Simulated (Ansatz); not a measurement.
Ir, as given below.

```xyz
4
Lattice="2.7187 0.0000 0.0000 -1.3594 2.3545 0.0000 0.0000 0.0000 8.8935" Properties=species:S:1:pos:R:3 pbc="T T T"
Ir    0.0000    0.0000    0.0000
Ir    0.0000    0.0000    4.4467
Ir    0.0000    1.5697    2.2234
Ir    1.3594    0.7848    6.6701
```

Basis of the simulation: the input geometry of an electronic-structure calculation (not necessarily at equilibrium); the starting structure was generated, so it need not be a known form of this composition.

Q: Predict the first 4 clear peaks of the X-ray G(r) with σ = 0.10 Å, and name the atom pairs.

A: 1. 2.72 Å: Ir–Ir at 2.72 Å
2. 3.85 Å: Ir–Ir at 3.85 Å
3. 4.71 Å: Ir–Ir at 4.71–4.72 Å
4. 5.42 Å: Ir–Ir at 5.21–5.44 Å

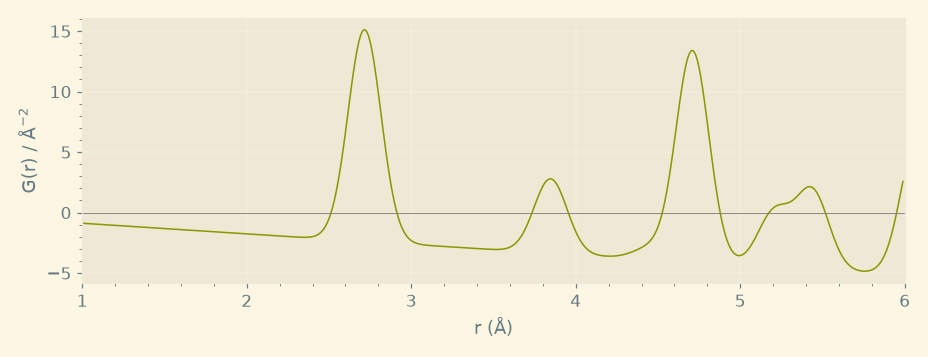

Simulated X-ray pair distribution function, G(r) = R(r)/r − 4πρ₀r, summed over the atomic distances of the structure with each pair weighted by the product of the atomic numbers (X-ray weights at Q = 0); every distance is a Gaussian of σ = 0.10 Å, damped by exp(−(Q_damp r)²/2) with Q_damp = 0.040 Å⁻¹.
